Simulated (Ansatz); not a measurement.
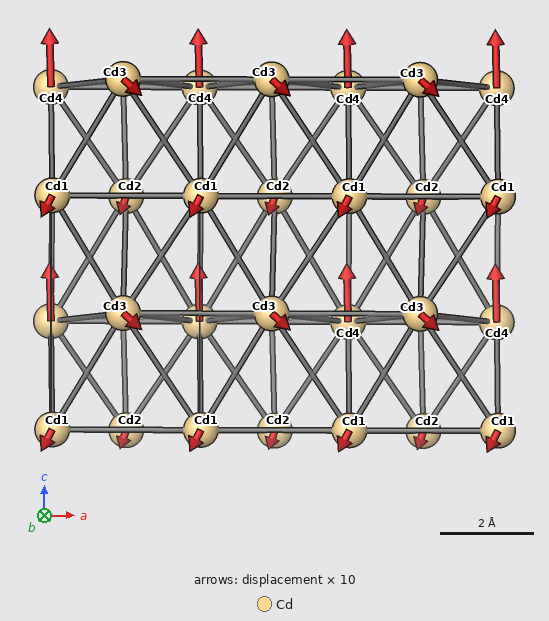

A relaxation of solid Cd (a generated structure, set up in P1) (coarse preliminary run). The starting structure is drawn; red arrows show the displacements (the part carried along by the change of the cell is left out), magnified 10 times.

A ball-and-stick model of the cell of the calculation, repeated 3 × 1 × 2 with one cell outlined, seen along the b axis.

Theory: DFT PBE, scalar-relativistic, plane waves, PAW (Ansatz 0.2.0).

Input
```yaml
crystal:
  lattice:
    - [-2.2536327008, 0.0386851016, -2.3009939687]
    - [-2.2105822466, -4.4892530041, 2.3353137176]
    - [-2.19856759, 4.3998681444, 2.1685586547]
  atoms:
    - { symbol: Cd, position: [0.0085861562, 0.0025294127, 0.0103689994] }
    - { symbol: Cd, position: [0.5062737187, 0.5030655806, 0.0081154708] }
    - { symbol: Cd, position: [0.4850921433, 0.0012205117, 0.5084307845] }
    - { symbol: Cd, position: [4.79819e-05, 0.4931844951, 0.4730847453] }
basis:
  ecutwfc: 420
kpoints:
  mp_grid: { grid: [6, 4, 4] }
hamiltonian:
  xc: pbe
scf:
  occupations: { method: gaussian, width: 0.2 }
  lower_state_search: "off"
output:
  forces: true
  stress: true
  eigenvalues: true
relax:
  adjacent_minimum: "off"
  f_tol: 0.025
  max_steps: 60
  cell: { stress_tol: 0.25 }
```

Launched with:
```bash
ansatz run input.yaml --threads 1 --pin off --max-ram 2560MiB --backend cpu --events-out ev --progress --plain --runs-dir out
```

Q: Describe the change and its energy.

A: The atom that moves furthest relative to the cell is Cd4 (0.13 Å roughly along [0 1 3]). The volume changes by +2.5 %, with a 3.221 → 3.388 Å (+5.2 %), b 5.522 → 5.402 Å (−2.2 %), c 5.375 → 5.413 Å (+0.7 %), α 109.3° → 111.1°, β 89.6° → 90.0°, γ 91.8° → 90.0°. Some distances before and after: Cd1–Cd4 3.297 → 3.069 Å, Cd2–Cd4 2.988 → 3.197 Å, Cd1–Cd1 3.221 → 3.388 Å, Cd2–Cd4 (another image) 3.301 → 3.200 Å. The space group stays P1 (No. 1). Over 3 accepted moves (4 points after the start) the energy falls by 0.108 eV per cell of the calculation. Largest force component: 0.38 eV/Å at the start, 0.012 eV/Å at the end. Pressure: 1.24 GPa at the start and −0.03 GPa at the end. The SCF was repeated once at an unchanged geometry on a basis and grid sized afresh for the cell, which shifted the energy by 0.6 meV per cell of the calculation at most. Cost: 91 s on 1 thread of Arm Neoverse V1 (shared host), peak memory 0.42 GiB.
